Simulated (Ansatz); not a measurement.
# Calculations on Al₃Cu₂

**1. Relaxation**

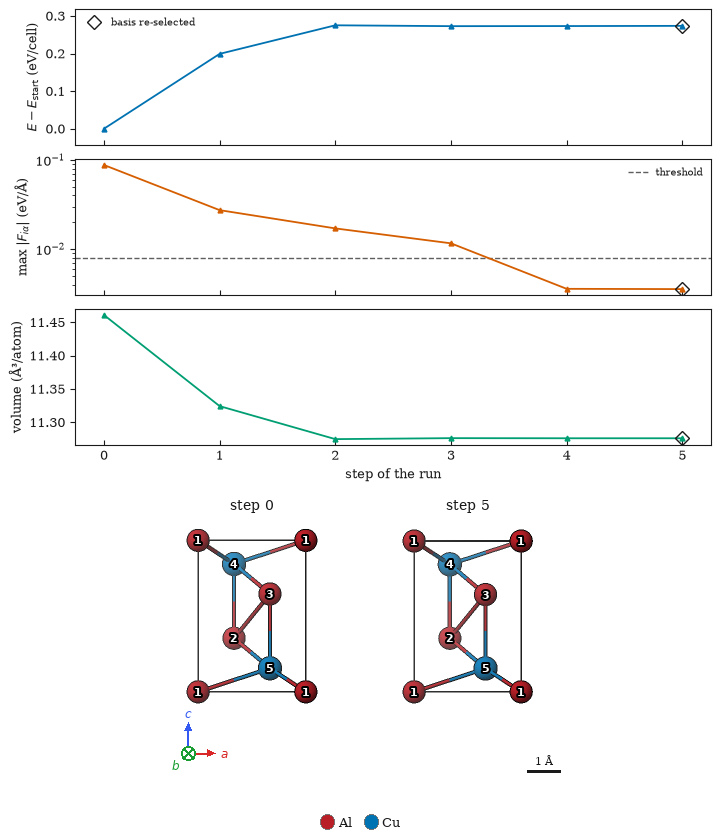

First and last geometry of a relaxation of crystalline Al₃Cu₂ (set up in P-3m1), with the history of the run. The picture is a ball-and-stick view of the cell of the calculation, seen along the b axis.

Case: relaxed at 50 GPa.

Level of theory: Ansatz, DFT PBEsol, scalar-relativistic, plane waves, PAW.

Input file:
```yaml
crystal:
  lattice:
    - [3.7866804544, 0.0, 0.0]
    - [-1.8933402272, 3.2793614695, 0.0]
    - [0.0, 0.0, 4.6146494191]
  atoms:
    - { symbol: Al, position: [0.0, 0.0, 0.0] }
    - { symbol: Al, position: [0.3333333333, 0.6666666667, 0.353888763] }
    - { symbol: Al, position: [0.6666666667, 0.3333333333, 0.646111237] }
    - { symbol: Cu, position: [0.3333333333, 0.6666666667, 0.8443282118] }
    - { symbol: Cu, position: [0.6666666667, 0.3333333333, 0.1556717882] }
basis:
  ecutwfc: 420
kpoints:
  mp_grid: { grid: [12, 12, 8] }
hamiltonian:
  xc: pbesol
scf:
  occupations: { method: gaussian, width: 0.1 }
output:
  forces: true
  stress: true
  eigenvalues: true
relax:
  adjacent_minimum: "off"
  f_tol: 0.008
  max_steps: 50
  cell: { stress_tol: 0.08, p_target: 50.0 }
```

Launched with:
```bash
ansatz run input.yaml --threads 1 --pin off --max-ram 2560MiB --backend cpu --events-out ev --progress --plain --runs-dir out
```

Question: Read the history and describe the run.

Answer: It converged. The energy rises by 0.274 eV per cell of the calculation in 4 accepted moves (5 points after the start). With the target pressure of 50 GPa, the enthalpy E + pV changes by −14.8 meV per cell of the calculation. Largest force component: 0.088 eV/Å at the start, 0.0036 eV/Å at the end. The pressure goes from 45.18 to 49.99 GPa. At 1 point the geometry stayed and the basis and grid were re-selected for the new cell (energy shift of 0.5 meV per cell of the calculation at most each time). The largest moves relative to the cell, 0.006 Å, are those of Al2 and Al3. Al3 goes along −c. Largest moves by element: Al 0.006 Å, Cu 0.004 Å. The drawn cell changes as follows: a = b 3.787 → 3.764 Å (−0.6 %), c 4.615 → 4.595 Å (−0.4 %); the volume changes by −1.6 %. Among the contacts that change: Al2–Al3 2.569 → 2.548 Å, Cu4–Cu5 2.616 → 2.598 Å, Al1–Cu4 2.301 → 2.287 Å, Al2–Cu4 2.263 → 2.251 Å. The space group stays P-3m1 (No. 164).

**2. Relaxation**

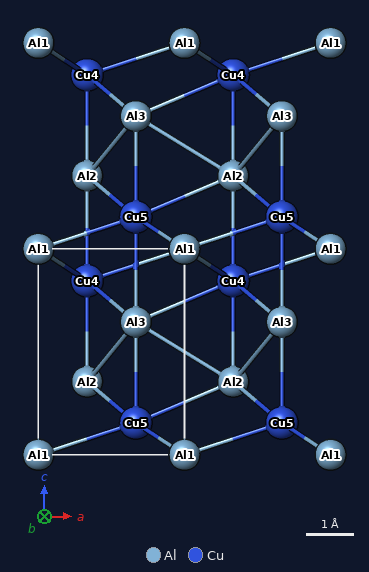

Crystalline Al$_{3}$Cu$_{2}$ (set up in P-3m1), before the relaxation. The picture is a ball-and-stick view of the cell of the calculation, repeated 2 × 1 × 2 with one cell outlined, seen along the b axis.

Case: relaxed at 90 GPa.

Method: DFT PBEsol, scalar-relativistic, plane waves, PAW in Ansatz.

Input
```yaml
crystal:
  lattice:
    - [3.6650099949, 0.0, 0.0]
    - [-1.8325049974, 3.1739917607, 0.0]
    - [0.0, 0.0, 4.4740622711]
  atoms:
    - { symbol: Al, position: [0.0, 0.0, 0.0] }
    - { symbol: Al, position: [0.3333333333, 0.6666666667, 0.3552339769] }
    - { symbol: Al, position: [0.6666666667, 0.3333333333, 0.6447660231] }
    - { symbol: Cu, position: [0.3333333333, 0.6666666667, 0.845094759] }
    - { symbol: Cu, position: [0.6666666667, 0.3333333333, 0.154905241] }
basis:
  ecutwfc: 420
kpoints:
  mp_grid: { grid: [12, 12, 8] }
hamiltonian:
  xc: pbesol
scf:
  occupations: { method: gaussian, width: 0.1 }
output:
  forces: true
  stress: true
  eigenvalues: true
relax:
  adjacent_minimum: "off"
  f_tol: 0.008
  max_steps: 50
  cell: { stress_tol: 0.08, p_target: 90.0 }
```

Launched with:
```bash
ansatz run input.yaml --threads 1 --pin off --max-ram 2560MiB --backend cpu --events-out ev --progress --plain --runs-dir out
```

What does the optimiser find from here?

Answer. The energy rises by 150 meV per atom in 4 accepted moves (5 points after the start). With the target pressure of 90 GPa, the enthalpy E + pV changes by −10.9 meV per atom. The largest force component goes from 0.11 to 0.0026 eV/Å. The pressure goes from 78.27 to 89.97 GPa. The SCF was repeated once at an unchanged geometry on a basis and grid sized afresh for the cell, which shifted the energy by 0.2 meV per atom at most. The largest moves relative to the cell, 0.006 Å, are those of Al2 and Al3. Al2 goes along +c. Largest moves by element: Al 0.006 Å, Cu 0.002 Å. Cell: a = b 3.665 → 3.629 Å (−1.0 %), c 4.474 → 4.439 Å (−0.8 %). Volume −2.7 %. Some distances before and after: Al2–Al3 2.481 → 2.451 Å, Cu4–Cu5 2.530 → 2.504 Å, Al1–Cu4 2.227 → 2.204 Å, Al2–Cu4 2.192 → 2.170 Å. The space group stays P-3m1 (No. 164).

History of the run:

| step | E − E(0), meV/atom | largest force component, eV/Å | pressure, GPa | volume, Å³/atom | note |
| --- | --- | --- | --- | --- | --- |
| 0 | 0.00 | 0.1106 | 78.27 | 10.409 |  |
| 1 | 114.98 | 0.0379 | 87.30 | 10.186 |  |
| 2 | 150.85 | 0.0243 | 90.09 | 10.121 |  |
| 3 | 149.90 | 0.0123 | 90.01 | 10.123 |  |
| 4 | 149.72 | 0.0026 | 90.00 | 10.123 |  |
| 5 | 149.92 | 0.0026 | 89.97 | 10.123 | same geometry, new basis |

After the run, drawn alike:

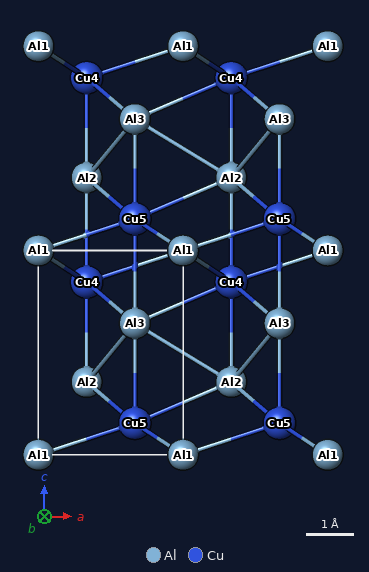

**3. A change**

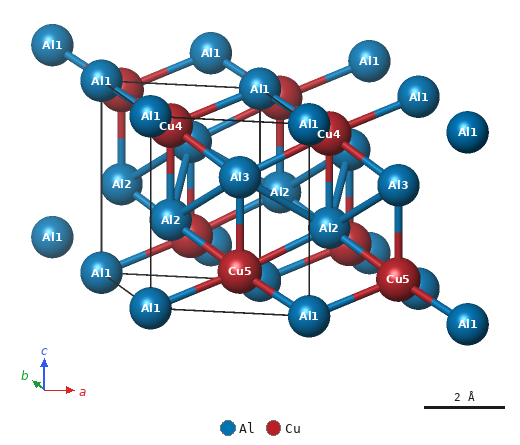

The starting point is solid Al$_{3}$Cu$_{2}$ (set up in P-3m1). The picture is a ball-and-stick view of the cell of the calculation, repeated 2 × 2 × 1 with one cell outlined, seen slightly off an axis.

The calculation used DFT PBEsol, scalar-relativistic, plane waves, PAW in Ansatz 0.2.0. Set-up: plane-wave cutoff 420 eV; k-point mesh 12 × 12 × 8; occupations gaussian; smearing width 0.1 eV; no spin polarisation.

Now this is done to it. The crystal is put under a hydrostatic pressure of 50 GPa. Cell and atoms are relaxed at that pressure.

Q: What is the effect?

A: It costs 400 meV per atom. The pressure goes from 0.0 to 50.0 GPa. The drawn cell changes as follows: a = b 4.099 → 3.764 Å (−8.2 %), c 4.982 → 4.595 Å (−7.8 %); the volume changes by −22.2 %. The largest moves relative to the cell, 0.017 Å, are those of Al2 and Al3. Al3 goes along −c. Largest moves by element: Al 0.017 Å, Cu 0.013 Å. Among the bonded contacts that change: Al–Al 2.791 → 2.548 Å, Al–Al 2.944 → 2.718 Å, Al–Cu 2.493 → 2.287 Å, Al–Cu 2.556 → 2.360 Å. The space group stays P-3m1 (No. 164).

The changed structure in the same view:

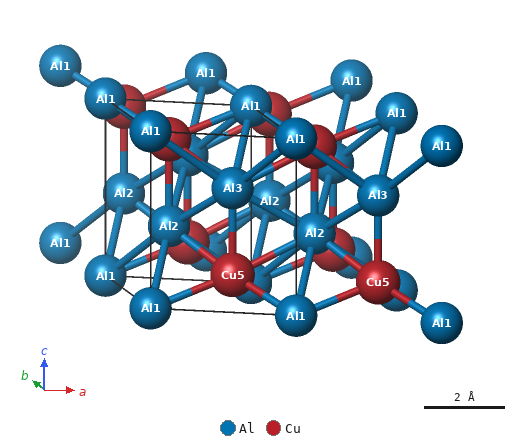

**4. Series**

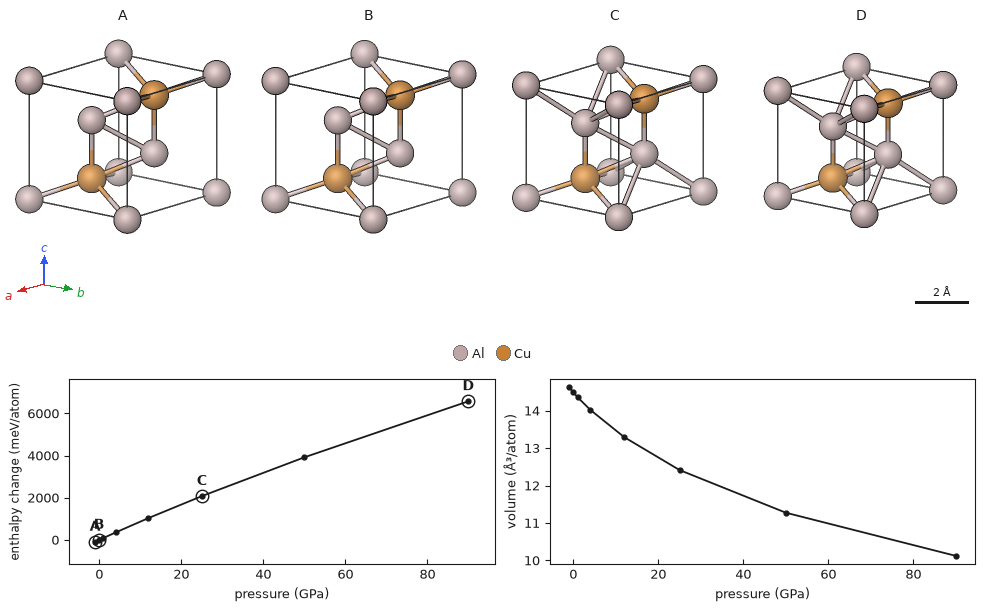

Members of a series of calculations on crystalline Al$_{3}$Cu$_{2}$ (set up in P-3m1), marked on the first curve. The picture is a ball-and-stick view of the cell of the calculation, seen from a free direction.

The calculation used DFT PBEsol, scalar-relativistic, plane waves, PAW in Ansatz 0.2.0. Settings: plane-wave cutoff 420 eV; k-point mesh 12 × 12 × 8; occupations gaussian; smearing width 0.1 eV; no spin polarisation.

**How does the crystal respond to pressure?**

The structure is relaxed at several pressures. A (pressure −1.0 GPa): enthalpy change −90.8 meV/atom, volume 14.63 Å³ per atom. B (pressure 0.0 GPa): enthalpy change 0.0 meV/atom, volume 14.50 Å³ per atom. C (pressure 25.0 GPa): enthalpy change 2078 meV/atom, volume 12.42 Å³ per atom. D (pressure 90.0 GPa): enthalpy change 6579 meV/atom, volume 10.12 Å³ per atom. The rest compares A with D. Cell: a = b 4.111 → 3.629 Å (−11.7 %), c 4.996 → 4.439 Å (−11.2 %). Volume −30.8 %. Near-neighbour distances before and after: Al–Al 2.800 → 2.451 Å, Al–Al 2.952 → 2.626 Å, Al–Cu 2.501 → 2.204 Å.
